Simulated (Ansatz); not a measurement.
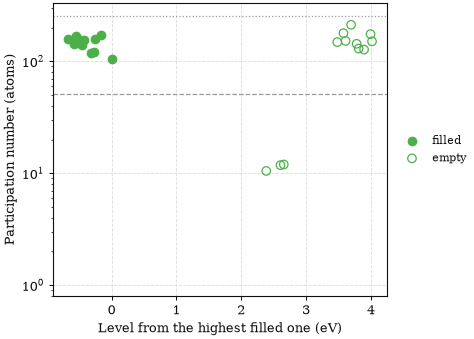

Levels near the gap of a 255-atom cell against the number of atoms over which each spreads (dotted: all atoms; dashed: a fifth of them). Host SiC with a vacancy of C.

The material is Si₁₂₈C₁₂₇ (defect cell), 255 atoms in the cell, cell charge +2 e; a = 12.31 Å, b = 10.66 Å, c = 20.15 Å, α = 90.00°, β = 90.00°, γ = 90.00°.

Computed with Ansatz: DFT, HSE06, PAW, plane waves, one k point, (0.25, 0.25, 0.25), 420 eV cutoff, Fermi-Dirac smearing of 0.01 eV.

**Which of these levels are localised (under the dashed line)?**

3 of the 24 levels shown spread over less than a fifth of the cell: 2.39 eV (empty, over about 10 atoms, mostly Si), 2.60 eV (empty, over about 12 atoms, mostly Si) and 2.66 eV (empty, over about 12 atoms, mostly Si).

**How far apart are the highest filled and the lowest empty level?**

The lowest empty level lies 2.39 eV above the highest filled one.

One k point in a finite cell, so levels carry errors of tenths of an eV.
